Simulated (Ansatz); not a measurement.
# Geometry relaxation, with input and output: Cu₁₀N (part 2 of 3)

Continued. System: Cu₁₀N (slab, 11 atoms in the cell). Method: DFT LDA, scalar-relativistic, plane waves, PAW, no spin polarisation (Ansatz 0.2.0); cutoff 420 eV, 8×8×1 k-mesh, Gaussian smearing of 0.1 eV. The structure derives from an entry of the Crystallography Open Database. The input holds or restrains some coordinates.

Geometry of the input (Å; fractional positions):
```
3.5186  0.0000  0.0000
0.0000  3.5186  0.0000
0.0000  0.0000  26.0373
Cu 0.0000  0.5000  0.3265
Cu 0.5000  0.0000  0.3265
Cu 0.5000  0.5000  0.3940
Cu 0.0000  0.0000  0.3940
Cu 0.0000  0.5000  0.4614
Cu 0.5000  0.0000  0.4614
Cu 0.5000  0.5000  0.5289
Cu 0.0000  0.0000  0.5289
Cu 0.0000  0.5000  0.5939
Cu 0.5000  0.0000  0.5939
N  0.7500  0.2500  0.6561
```

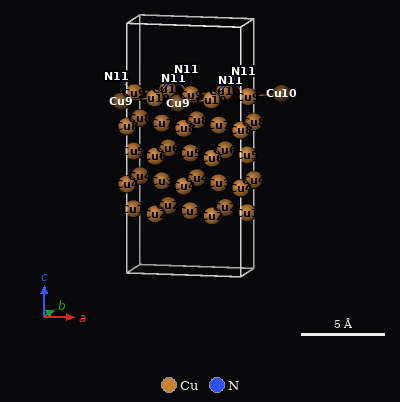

The geometry at step 4 of the log (ball-and-stick view of the 2 × 1 repeat of the cell, with the vacuum cut short, seen slightly off an axis; neighbours outside the cell are drawn fainter; atoms are numbered from 1 in the order of the input).

The program's output, continued:
```
relax step   2: F+E_penalty+E_count = -65924.94043699 eV  Δ(F+E_penalty+E_count) = -6.549e-1 eV  max|allowed force component| = 3.157e0 eV/Å  Δτ_max = 0.1585 Å  (8 SCF iters, dr2 threshold 1.00e-4 eV, accepted)
iter 1 solved again at ethr=9.44e-4 eV; its pass at ethr=3.10e-3 eV (dr2=1.84e0 eV) is discarded
SCF iter   1: F=—  HF=-65925.594666 eV  |F-HF|=—  |Δ(HF+E_count)|=         —  Δρ=2.21e-2  dr2=1.86e0  ethr=9.44e-4  p=-0.176 e·Å  D=-9.87e-2 V/Å  ΔV_dip=2.57 eV  dr2_dipole=1.68e-1  V_vac-E_F(+/−)=7.53/4.96 eV  ⟨swp⟩=1.6  Hψ=8299  notcnv=0  defer=255
efield: sawtooth ramp at fractional position 0.9413 (handed on by an earlier solve), width 0.1000; the density the first Hamiltonian is built on has a dipole p = -0.176 e·Å; the dipole correction subtracts the counter field D = -9.87e-2 V/Å, which shifts the + side's vacuum level by +2.57 eV against the − side's; the planar-averaged density in the ramp window peaks in size at 2.5e-5 e/Å³
preconditioner: auto → LDOS  [metal: Δε(μ)=0.037 eV  Ē_g=9.157 eV  σ=0.100 eV  W_gap=0.20  n_scr=80 (ndim 8)  ℏωp=22.2 eV  f_vac=0.596  D(μ)=6.89/eV (n_scr^D=44)  β→1.0]
SCF iter   2: F=—  HF=-65925.412668 eV  |F-HF|=—  |Δ(HF+E_count)|=   1.82e-1  Δρ=9.22e-3  dr2=3.84e-1  ethr=9.44e-4  p=-0.151 e·Å  D=-8.48e-2 V/Å  ΔV_dip=2.21 eV  dr2_dipole=1.71e-3  V_vac-E_F(+/−)=7.12/4.91 eV  ⟨swp⟩=2.0  Hψ=3549  notcnv=0  defer=255
SCF iter   3: F=—  HF=-65925.419794 eV  |F-HF|=—  |Δ(HF+E_count)|=   7.13e-3  Δρ=9.50e-3  dr2=2.45e-1  ethr=1.97e-4  p=-0.149 e·Å  D=-8.36e-2 V/Å  ΔV_dip=2.18 eV  dr2_dipole=3.10e-3  V_vac-E_F(+/−)=7.10/4.93 eV  ⟨swp⟩=2.0  Hψ=3599  notcnv=0  defer=259
SCF iter   4: F=—  HF=-65925.425699 eV  |F-HF|=—  |Δ(HF+E_count)|=   5.90e-3  Δρ=8.95e-3  dr2=2.19e-1  ethr=1.25e-4  p=-0.146 e·Å  D=-8.22e-2 V/Å  ΔV_dip=2.14 eV  dr2_dipole=2.71e-2  V_vac-E_F(+/−)=7.07/4.94 eV  ⟨swp⟩=2.7  Hψ=4338  notcnv=0  defer=261
SCF iter   5: F=—  HF=-65925.387607 eV  |F-HF|=—  |Δ(HF+E_count)|=   3.81e-2  Δρ=2.00e-3  dr2=1.09e-2  ethr=1.12e-4  p=-0.144 e·Å  D=-8.08e-2 V/Å  ΔV_dip=2.10 eV  dr2_dipole=5.45e-4  V_vac-E_F(+/−)=7.03/4.93 eV  ⟨swp⟩=2.4  Hψ=3996  notcnv=0  defer=260
SCF iter   6: F=—  HF=-65925.387990 eV  |F-HF|=—  |Δ(HF+E_count)|=   3.84e-4  Δρ=1.14e-3  dr2=2.86e-3  ethr=5.60e-6  p=-0.146 e·Å  D=-8.22e-2 V/Å  ΔV_dip=2.14 eV  dr2_dipole=2.81e-4  V_vac-E_F(+/−)=7.06/4.92 eV  ⟨swp⟩=3.0  Hψ=4436  notcnv=0  defer=260
SCF iter   7: F=—  HF=-65925.387848 eV  |F-HF|=—  |Δ(HF+E_count)|=   1.43e-4  Δρ=3.89e-4  dr2=5.96e-4  ethr=1.47e-6  p=-0.148 e·Å  D=-8.28e-2 V/Å  ΔV_dip=2.16 eV  dr2_dipole=1.34e-4  V_vac-E_F(+/−)=7.08/4.93 eV  ⟨swp⟩=2.0  Hψ=3369  notcnv=0  defer=260
SCF iter   8: F=—  HF=-65925.387858 eV  |F-HF|=—  |Δ(HF+E_count)|=   1.07e-5  Δρ=1.45e-4  dr2=8.86e-5  ethr=5.13e-8  p=-0.149 e·Å  D=-8.35e-2 V/Å  ΔV_dip=2.17 eV  dr2_dipole=6.49e-6  V_vac-E_F(+/−)=7.10/4.92 eV  ⟨swp⟩=22.6  Hψ=30555  notcnv=0
SCF iter   9: F=—  HF=-65925.387857 eV  |F-HF|=—  |Δ(HF+E_count)|=   1.57e-6  Δρ=1.22e-4  dr2=7.91e-5  ethr=4.54e-8  p=-0.149 e·Å  D=-8.38e-2 V/Å  ΔV_dip=2.18 eV  dr2_dipole=1.03e-5  V_vac-E_F(+/−)=7.11/4.93 eV  ⟨swp⟩=17.2  Hψ=27216  notcnv=0
SCF iter  10: F=-65925.387821 eV  HF=-65925.387860 eV  |F-HF|=3.90e-5  |Δ(HF+E_count)|=   3.46e-6  Δρ=7.68e-5  dr2=3.67e-5  ethr=4.06e-8  p=-0.150 e·Å  D=-8.40e-2 V/Å  ΔV_dip=2.19 eV  dr2_dipole=7.06e-6  V_vac-E_F(+/−)=7.11/4.92 eV  ⟨swp⟩=16.2  Hψ=25305  notcnv=0
SCF 3 converged in 10 iterations: F = -65925.387821 eV  dr2 = 3.67e-5
relax step   3: F+E_penalty+E_count = -65925.38782111 eV  Δ(F+E_penalty+E_count) = -4.474e-1 eV  max|allowed force component| = 6.956e-1 eV/Å  Δτ_max = 0.1949 Å  (10 SCF iters, dr2 threshold 1.00e-4 eV, accepted)
SCF iter   1: F=—  HF=-65925.437716 eV  |F-HF|=—  |Δ(HF+E_count)|=         —  Δρ=4.01e-3  dr2=3.93e-2  ethr=6.50e-4  p=-0.150 e·Å  D=-8.40e-2 V/Å  ΔV_dip=2.19 eV  dr2_dipole=5.15e-3  V_vac-E_F(+/−)=7.12/4.93 eV  ⟨swp⟩=3.8  Hψ=4633  notcnv=0  defer=261
efield: sawtooth ramp at fractional position 0.9413 (handed on by an earlier solve), width 0.1000; the density the first Hamiltonian is built on has a dipole p = -0.150 e·Å; the dipole correction subtracts the counter field D = -8.40e-2 V/Å, which shifts the + side's vacuum level by +2.19 eV against the − side's; the planar-averaged density in the ramp window peaks in size at 2.4e-5 e/Å³
preconditioner: auto → LDOS  [metal: Δε(μ)=0.056 eV  Ē_g=9.131 eV  σ=0.100 eV  W_gap=0.29  n_scr=80 (ndim 8)  ℏωp=22.2 eV  f_vac=0.597  D(μ)=6.03/eV (n_scr^D=26)  β→1.0]
SCF iter   2: F=—  HF=-65925.429391 eV  |F-HF|=—  |Δ(HF+E_count)|=   8.33e-3  Δρ=1.32e-3  dr2=8.30e-3  ethr=2.02e-5  p=-0.149 e·Å  D=-8.36e-2 V/Å  ΔV_dip=2.18 eV  dr2_dipole=4.70e-5  V_vac-E_F(+/−)=7.10/4.93 eV  ⟨swp⟩=3.0  Hψ=5193  notcnv=0  defer=261
SCF iter   3: F=—  HF=-65925.428604 eV  |F-HF|=—  |Δ(HF+E_count)|=   7.87e-4  Δρ=1.67e-3  dr2=6.22e-3  ethr=4.26e-6  p=-0.150 e·Å  D=-8.41e-2 V/Å  ΔV_dip=2.19 eV  dr2_dipole=1.94e-4  V_vac-E_F(+/−)=7.12/4.92 eV  ⟨swp⟩=2.9  Hψ=4636  notcnv=0  defer=261
SCF iter   4: F=—  HF=-65925.427626 eV  |F-HF|=—  |Δ(HF+E_count)|=   9.78e-4  Δρ=4.77e-4  dr2=8.13e-4  ethr=3.19e-6  p=-0.150 e·Å  D=-8.41e-2 V/Å  ΔV_dip=2.19 eV  dr2_dipole=1.06e-5  V_vac-E_F(+/−)=7.11/4.92 eV  ⟨swp⟩=2.0  Hψ=3345  notcnv=0  defer=261
SCF iter   5: F=—  HF=-65925.427605 eV  |F-HF|=—  |Δ(HF+E_count)|=   2.06e-5  Δρ=4.40e-4  dr2=5.49e-4  ethr=4.17e-7  p=-0.150 e·Å  D=-8.39e-2 V/Å  ΔV_dip=2.19 eV  dr2_dipole=1.67e-5  V_vac-E_F(+/−)=7.11/4.92 eV  ⟨swp⟩=2.5  Hψ=3535  notcnv=0  defer=261
SCF iter   6: F=—  HF=-65925.427594 eV  |F-HF|=—  |Δ(HF+E_count)|=   1.14e-5  Δρ=2.47e-4  dr2=1.89e-4  ethr=2.81e-7  p=-0.149 e·Å  D=-8.39e-2 V/Å  ΔV_dip=2.18 eV  dr2_dipole=1.31e-6  V_vac-E_F(+/−)=7.11/4.92 eV  ⟨swp⟩=2.0  Hψ=3193  notcnv=0  defer=261
SCF iter   7: F=-65925.427602 eV  HF=-65925.427618 eV  |F-HF|=1.60e-5  |Δ(HF+E_count)|=   2.40e-5  Δρ=7.43e-5  dr2=2.30e-5  ethr=1.55e-8  p=-0.149 e·Å  D=-8.38e-2 V/Å  ΔV_dip=2.18 eV  dr2_dipole=4.64e-6  V_vac-E_F(+/−)=7.10/4.92 eV  ⟨swp⟩=20.6  Hψ=27692  notcnv=0
SCF 4 converged in 7 iterations: F = -65925.427602 eV  dr2 = 2.30e-5
  Residual-converged pass: ⟨swp⟩=1.0  Hψ=2541  notcnv=0  max |occ|·‖R‖ = 7.1e-9 eV (tolerance 1.0e-8 eV)  dr2=2.30e-5  dr2_onsite=3.44e-6  max |Δocc| = 3.5e-11
relax step   4: F+E_penalty+E_count = -65925.42760184 eV  Δ(F+E_penalty+E_count) = -3.978e-2 eV  max|allowed force component| = 3.620e-1 eV/Å  Δτ_max = 0.0383 Å  (7 SCF iters, dr2 threshold 3.02e-5 eV, accepted)
SCF iter   1: F=—  HF=-65925.439647 eV  |F-HF|=—  |Δ(HF+E_count)|=         —  Δρ=2.47e-3  dr2=2.45e-2  ethr=7.54e-5  p=-0.149 e·Å  D=-8.38e-2 V/Å  ΔV_dip=2.18 eV  dr2_dipole=3.71e-3  V_vac-E_F(+/−)=7.11/4.93 eV  ⟨swp⟩=3.0  Hψ=4483  notcnv=0  defer=260
efield: sawtooth ramp at fractional position 0.9413 (handed on by an earlier solve), width 0.1000; the density the first Hamiltonian is built on has a dipole p = -0.149 e·Å; the dipole correction subtracts the counter field D = -8.38e-2 V/Å, which shifts the + side's vacuum level by +2.18 eV against the − side's; the planar-averaged density in the ramp window peaks in size at 2.3e-5 e/Å³
preconditioner: auto → LDOS  [metal: Δε(μ)=0.063 eV  Ē_g=9.125 eV  σ=0.100 eV  W_gap=0.33  n_scr=80 (ndim 8)  ℏωp=22.2 eV  f_vac=0.598  D(μ)=6.04/eV (n_scr^D=26)  β→1.0]
SCF iter   2: F=—  HF=-65925.436263 eV  |F-HF|=—  |Δ(HF+E_count)|=   3.38e-3  Δρ=9.20e-4  dr2=7.42e-3  ethr=1.26e-5  p=-0.151 e·Å  D=-8.47e-2 V/Å  ΔV_dip=2.21 eV  dr2_dipole=6.02e-4  V_vac-E_F(+/−)=7.13/4.92 eV  ⟨swp⟩=2.1  Hψ=4678  notcnv=0  defer=261
SCF iter   3: F=—  HF=-65925.436279 eV  |F-HF|=—  |Δ(HF+E_count)|=   1.64e-5  Δρ=1.31e-3  dr2=3.78e-3  ethr=3.81e-6  p=-0.151 e·Å  D=-8.46e-2 V/Å  ΔV_dip=2.20 eV  dr2_dipole=3.91e-5  V_vac-E_F(+/−)=7.13/4.92 eV  ⟨swp⟩=2.7  Hψ=3717  notcnv=0  defer=261
SCF iter   4: F=—  HF=-65925.435795 eV  |F-HF|=—  |Δ(HF+E_count)|=   4.85e-4  Δρ=5.43e-4  dr2=8.15e-4  ethr=1.94e-6  p=-0.151 e·Å  D=-8.46e-2 V/Å  ΔV_dip=2.20 eV  dr2_dipole=5.60e-6  V_vac-E_F(+/−)=7.12/4.92 eV  ⟨swp⟩=2.7  Hψ=3625  notcnv=0  defer=261
SCF iter   5: F=—  HF=-65925.435770 eV  |F-HF|=—  |Δ(HF+E_count)|=   2.44e-5  Δρ=2.30e-4  dr2=3.43e-4  ethr=4.18e-7  p=-0.151 e·Å  D=-8.46e-2 V/Å  ΔV_dip=2.20 eV  dr2_dipole=2.42e-5  V_vac-E_F(+/−)=7.12/4.92 eV  ⟨swp⟩=2.4  Hψ=3451  notcnv=0  defer=261
SCF iter   6: F=—  HF=-65925.435797 eV  |F-HF|=—  |Δ(HF+E_count)|=   2.66e-5  Δρ=1.84e-4  dr2=1.17e-4  ethr=1.76e-7  p=-0.151 e·Å  D=-8.46e-2 V/Å  ΔV_dip=2.20 eV  dr2_dipole=1.64e-6  V_vac-E_F(+/−)=7.12/4.92 eV  ⟨swp⟩=2.0  Hψ=3377  notcnv=0  defer=261
SCF iter   7: F=—  HF=-65925.435811 eV  |F-HF|=—  |Δ(HF+E_count)|=   1.39e-5  Δρ=4.41e-5  dr2=1.21e-5  ethr=5.99e-8  p=-0.151 e·Å  D=-8.46e-2 V/Å  ΔV_dip=2.20 eV  dr2_dipole=3.53e-6  V_vac-E_F(+/−)=7.12/4.92 eV  ⟨swp⟩=2.0  Hψ=3343  notcnv=0  defer=261
SCF iter   8: F=-65925.435816 eV  HF=-65925.435815 eV  |F-HF|=3.92e-7  |Δ(HF+E_count)|=   4.52e-6  Δρ=1.25e-5  dr2=1.38e-6  ethr=4.20e-9  p=-0.151 e·Å  D=-8.46e-2 V/Å  ΔV_dip=2.20 eV  dr2_dipole=5.99e-7  V_vac-E_F(+/−)=7.12/4.92 eV  ⟨swp⟩=20.6  Hψ=26917  notcnv=0
SCF 5 converged in 8 iterations: F = -65925.435816 eV  dr2 = 1.38e-6
  greatest PAW one-centre occupation: 1.000 electrons in one spin orbital (limit 2), on the Cu atom at site 0 (counted from 0), in its partial waves of l = 0
relax step   5: F+E_penalty+E_count = -65925.43581554 eV  Δ(F+E_penalty+E_count) = -8.214e-3 eV  max|allowed force component| = 3.877e-2 eV/Å  Δτ_max = 0.0238 Å  (8 SCF iters, dr2 threshold 8.19e-6 eV, accepted)
SCF iter   1: F=—  HF=-65925.435951 eV  |F-HF|=—  |Δ(HF+E_count)|=         —  Δρ=3.24e-4  dr2=1.89e-4  ethr=1.98e-6  p=-0.151 e·Å  D=-8.46e-2 V/Å  ΔV_dip=2.20 eV  dr2_dipole=1.40e-5  V_vac-E_F(+/−)=7.12/4.92 eV  ⟨swp⟩=2.1  Hψ=4301  notcnv=0  defer=59
efield: sawtooth ramp at fractional position 0.9413 (handed on by an earlier solve), width 0.1000; the density the first Hamiltonian is built on has a dipole p = -0.151 e·Å; the dipole correction subtracts the counter field D = -8.46e-2 V/Å, which shifts the + side's vacuum level by +2.20 eV against the − side's; the planar-averaged density in the ramp window peaks in size at 2.3e-5 e/Å³
preconditioner: auto → LDOS  [metal: Δε(μ)=0.069 eV  Ē_g=9.119 eV  σ=0.100 eV  W_gap=0.36  n_scr=80 (ndim 8)  ℏωp=22.2 eV  f_vac=0.598  D(μ)=6.18/eV (n_scr^D=34)  β→1.0]
SCF iter   2: F=—  HF=-65925.435882 eV  |F-HF|=—  |Δ(HF+E_count)|=   6.85e-5  Δρ=1.05e-4  dr2=7.74e-5  ethr=9.71e-8  p=-0.150 e·Å  D=-8.44e-2 V/Å  ΔV_dip=2.20 eV  dr2_dipole=9.33e-6  V_vac-E_F(+/−)=7.12/4.92 eV  ⟨swp⟩=3.0  Hψ=5251  notcnv=0  defer=90
SCF iter   3: F=—  HF=-65925.435940 eV  |F-HF|=—  |Δ(HF+E_count)|=   5.78e-5  Δρ=6.16e-5  dr2=1.19e-5  ethr=3.97e-8  p=-0.150 e·Å  D=-8.44e-2 V/Å  ΔV_dip=2.20 eV  dr2_dipole=8.09e-7  V_vac-E_F(+/−)=7.12/4.92 eV  ⟨swp⟩=2.1  Hψ=3406  notcnv=0  defer=90
SCF iter   4: F=—  HF=-65925.435945 eV  |F-HF|=—  |Δ(HF+E_count)|=   5.39e-6  Δρ=9.24e-5  dr2=2.04e-5  ethr=6.12e-9  p=-0.150 e·Å  D=-8.44e-2 V/Å  ΔV_dip=2.20 eV  dr2_dipole=9.10e-7  V_vac-E_F(+/−)=7.12/4.92 eV  ⟨swp⟩=3.0  Hψ=4940  notcnv=0  defer=90
SCF iter   5: F=—  HF=-65925.435943 eV  |F-HF|=—  |Δ(HF+E_count)|=   2.66e-6  Δρ=2.54e-5  dr2=2.32e-6  ethr=6.12e-9  p=-0.150 e·Å  D=-8.44e-2 V/Å  ΔV_dip=2.20 eV  dr2_dipole=5.05e-9  V_vac-E_F(+/−)=7.12/4.92 eV  ⟨swp⟩=2.6  Hψ=4025  notcnv=0  defer=90
SCF iter   6: F=—  HF=-65925.435944 eV  |F-HF|=—  |Δ(HF+E_count)|=   1.57e-6  Δρ=1.47e-5  dr2=5.60e-7  ethr=1.19e-9  p=-0.150 e·Å  D=-8.44e-2 V/Å  ΔV_dip=2.20 eV  dr2_dipole=1.72e-9  V_vac-E_F(+/−)=7.12/4.92 eV  ⟨swp⟩=2.1  Hψ=3359  notcnv=0  defer=90
SCF iter   7: F=-65925.435945 eV  HF=-65925.435945 eV  |F-HF|=2.68e-9  |Δ(HF+E_count)|=   6.67e-7  Δρ=6.39e-6  dr2=8.84e-8  ethr=5.13e-11  p=-0.150 e·Å  D=-8.44e-2 V/Å  ΔV_dip=2.20 eV  dr2_dipole=5.55e-12  V_vac-E_F(+/−)=7.12/4.92 eV  ⟨swp⟩=15.6  Hψ=22494  notcnv=0
SCF 6 converged in 7 iterations: F = -65925.435945 eV  dr2 = 8.84e-8
relax step   6: F+E_penalty+E_count = -65925.43594485 eV  Δ(F+E_penalty+E_count) = -1.293e-4 eV  max|allowed force component| = 1.582e-3 eV/Å  Δτ_max = 0.0030 Å  (7 SCF iters, accepted)
WARN: The output density's exchange-correlation potential varies sharply where the density is thin. Do not read a vacuum level from v_tot or v_xc, or from such a field of the output density. On a cell that repeats whose density bears no net charge and no dipole along the vacuum's axis use v_es (v_loc + v_h of the components); under efield.dipole_correction with no amplitude use v_es + v_field, which holds any external_charges[].barrier, or the levels of the report's work_function block, which leave it out; under a non-zero efield.amplitude the vacuum is tilted and has no level; on a cell that repeats and bears such a dipole with no correction it is tilted too, and efield.dipole_correction with no amplitude gives each side of its ramp a level where efield: is served; in a cell that repeats whose density bears a net charge (total_charge, or a fill off its count) it is curved and has none; of a slab under crystal.periodic whose density bears no net charge use v_es, which has a level on each side, short of where the two are joined; of another it falls or rises all the way out and has none; of a slab beside external_charges read slab_vacuum_level instead, which it has where they leave it neutral. The grid or the basis barely resolves most such structure, and the values can differ between equally converged runs; as a rule a tighter scf.convergence.dr2_threshold does not remove it. Where the density itself ripples (under the LDA too) a higher basis.ecutwfc lessens it. The files hold the spikes' plane waves up to the density's cutoff. Files: v_tot_of_output_density and the like, and their columns of v_z.tsv (output.write_potential); v_xc_of_output_density and the like, and their columns of v_comp_z.tsv (output.write_potential_components). Measured: with its Gaussian average of σ = 0.25 Å subtracted twice, the exchange-correlation potential is over 0.1 eV at 119 of the grid points where the equally averaged density (valence and model cores) is under 1e-3 e/Å³, and 0.260 eV at the most among them, at an averaged density of 2.3e-5 e/Å³. The input density's (outcome.potential() and, of a run that writes arrays, v_tot and v_xc) is over 0.1 eV, so measured, at 179 points of its own thin density, 0.259 eV at the most. See output.write_potential in the manual, Limitations
SCF converged after 7 iterations
Free energy (F): -65925.435945 eV
Harris-Foulkes:  -65925.435945 eV  (|F-HF|=2.68e-9)
Internal energy: -65925.405110 eV  (E = F + TS)
E sigma→0 (E₀):  -65925.420527 eV
Entropy (-TS):   -0.030835 eV (-2.803 meV/atom)
Fermi energy:    2.461370 eV
Dipole field:    D = -0.084377 V/Å  (p = -0.150317 e·Å, saw-weighted, corrected)
Work function:   Φ+ = 7.1181 eV   Φ− = 4.9212 eV
Levels:          The Fermi level and band energies are counted from a zero that moves with the ramp; work functions are not
--- Per-component energies (eV) ---
  E_band       = -6338.542381
  E_kinetic    = 3132.982721
  E_local      = -558711.697318  (includes V_loc(G=0)·N_el)
  E_nonlocal   = 3981.737122
  E_hartree    = 275510.376009
  E_xc         = -950.843680
  E_vxc        = -1232.052487  (∫ρ·V_xc dr)
  E_paw        = -16039.147614  (= ΣΔE_a)
  E_vpaw       = -4519.686417  (= ΣTr[D̂ρ^β])
  E_aug_tail   = 0.002323  (compensation charges beyond the density's cutoff)
  E_efield     = 0.006342  (sawtooth field / dipole correction)
  E_vefield    = -10.677744  (∫n·V_field dr)
  E_ewald      = 227146.602340
  E_core_change = 4.576645  (= ΣΔE_core)
  E_smearing   = -0.030835  (= −TS)
  E_closure    = -0.000000  (closes the sum)
  Σ components = -65925.435945   (vs F -65925.435945, Δ=0.00e0)
```
